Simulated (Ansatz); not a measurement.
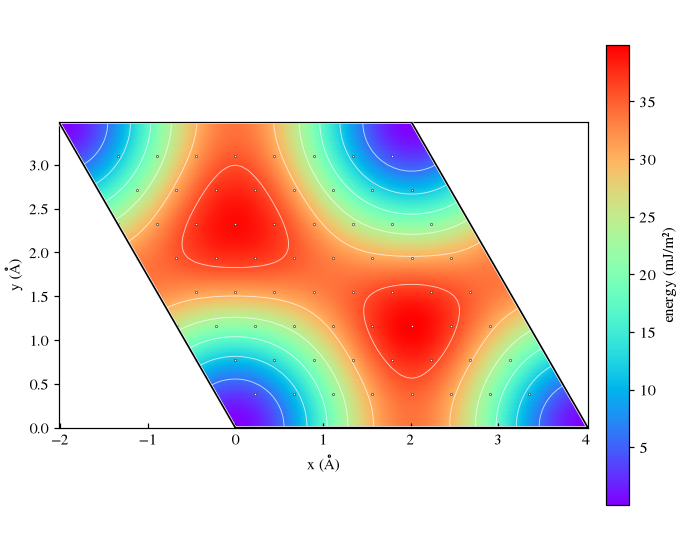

A bilayer of two Ge sheets of the honeycomb type (4 atoms in the cell). 
- The upper layer of a bilayer is slid over the lower one; relaxed at each slide: nothing; the origin of the map has Ge4 above Ge1; the distance between the facing planes is held at 4.25 Å.
- Places are given modulo a cell vector. The map is drawn in real space over the plane of the slide.
- The grid has 9 × 9 points; 19 points were computed and 62 follow by symmetry.
- All energies are given in mJ/m² relative to the lowest grid point.
- At a held distance the lowest stacking need not be the one that binds best once the distance relaxes.
- Level of theory: DFT PBE+D3(BJ), scalar-relativistic, plane waves, PAW in Ansatz. Settings: cutoff 420 eV, k-mesh 9×9×1, gaussian smearing 0.1 eV, no spin polarisation.

Drawn: a smooth colour map with a few white contour lines, dots at the grid points, the outline of one cell of the plane. Between grid points the surface is interpolated.

The lowest grid point is at (0/9, 0/9) of the cell vectors. No other kind of well shows on this grid. The highest grid point, (6/9, 3/9) of the cell vectors, lies 39.9 mJ/m² above the lowest. On the interpolated surface the easiest way out of the lowest well to its copy in the next cell or period passes a barrier of about 34 mJ/m². Facing atoms of the upper layer at the lowest point: Ge above Ge; at the highest: Ge above a hollow.

The scan is repeated with another setting: the distance between the facing planes is held at 3.85 Å; all else is set up alike.

What will the new map look like?

The lowest place stays at (0/9, 0/9) of the cell vectors. The span from the lowest to the highest grid point grows from 39.9 to 101.0 mJ/m². The easiest pass out of the lowest well goes from about 34 to about 78 mJ/m² on the interpolated surfaces. Closer layers feel more of the short-range repulsion between facing atoms, which depends on the stacking. In the new map: facing atoms of the upper layer at the lowest point: Ge above Ge; at the highest: Ge above Ge of a deeper plane.

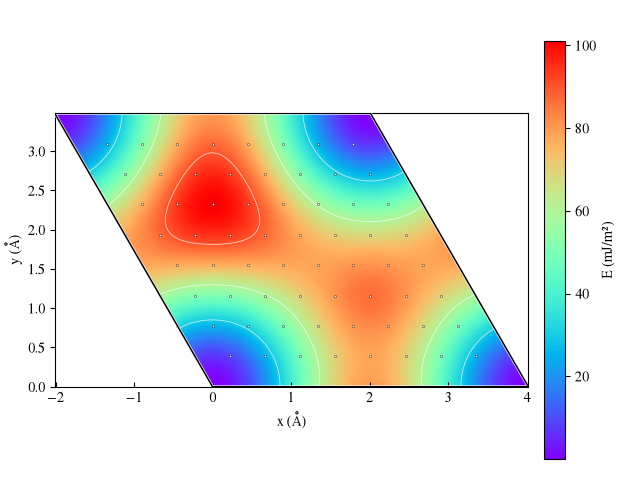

The map after the change, on a colour scale of its own. The picture shows a smooth colour map with a few white contour lines, dots at the grid points, the outline of one cell of the plane. Between grid points the surface is interpolated.

PAW datasets: the set soft_1.
